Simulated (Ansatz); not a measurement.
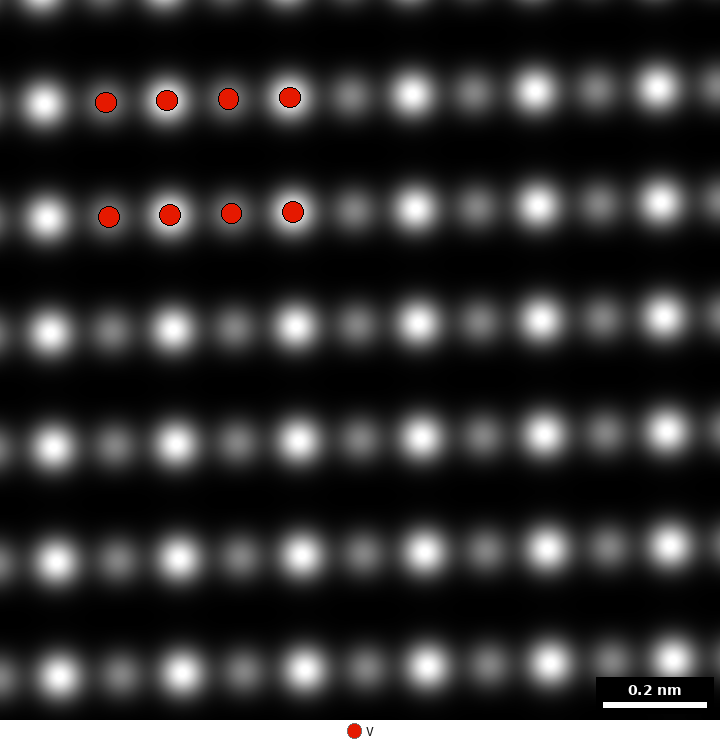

HAADF-like image of V (P6/mmm, No. 191) along [210]. The image is simulated as a sum over atoms of Z^1.7, blurred by a 0.72 Å probe (no channelling). The probe carries 25 % of its weight in a tail 2.5 times as wide. Atomic positions: the geometry relaxed with DFT, PBE, plane waves (420 eV) with PAW, scalar-relativistic in Ansatz 0.2.0; the starting structure was generated, so it need not be a known form of this composition.

Coloured dots in one corner mark the columns of the model.

> What can be read from this image?

The columns repeat on a rectangular net of 2.23 × 2.39 Å (plane group p2mm). The brightest columns hold 2 V per repeat; in falling brightness follow 1 V (about 50 %). Brightness is counted from the darkest point of the image. The closest visible columns (V and V) are 1.19 Å apart in projection. Along the beam the structure repeats every 7.71 Å.

```csv
column,atoms along the beam per repeat,peak brightness
V,2 V,100 %
V,1 V,50 %
```
